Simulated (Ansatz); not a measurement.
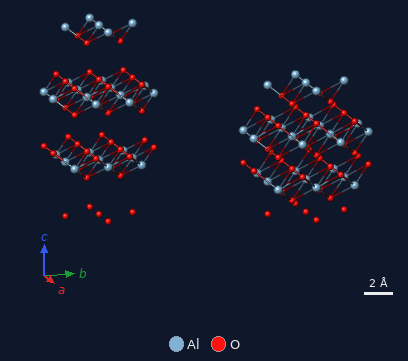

Two geometries of solid AlO$_{2}$ (a generated structure, set up in I4/mmm) (coarse preliminary run), drawn at one scale. One is the start of a relaxation, the other its converged end. A ball-and-stick model of the atoms within 5.8 Å of the atom that moves most (axes of the conventional cell (2 times the calculation's cell)), seen slightly off an axis. Lengths and directions refer to the drawn axes.

Level of theory: DFT PBE, scalar-relativistic, plane waves, PAW (Ansatz 0.2.0). Set-up: plane-wave cutoff 420 eV; k-point mesh 8 × 8 × 8; occupations gaussian; smearing width 0.1 eV; collinear spin; cell and atoms relaxed; force threshold 0.04 eV/Å; at most 70 steps.

> Which of the two is the end point?

The left one is the relaxed one. The largest moves relative to the cell, 0.68 Å, are those of O atoms. Al stays in place. The drawn cell changes as follows: a = b 2.929 → 2.576 Å (−12.1 %), c 7.310 → 10.197 Å (+39.5 %); the volume changes by +7.9 %. Near-neighbour distances that change, for instance: Al–O 2.394 → 2.076 Å. The space group stays I4/mmm (No. 139). Over 16 accepted moves (21 points after the start) the energy falls by 2.198 eV per cell of the calculation. The largest force component goes from 3 to 0.00099 eV/Å. The pressure goes from −28.16 to 0.04 GPa. At 5 points the geometry stayed and the basis and grid were re-selected for the new cell (energy shift of 46.7 meV per cell of the calculation at most each time).
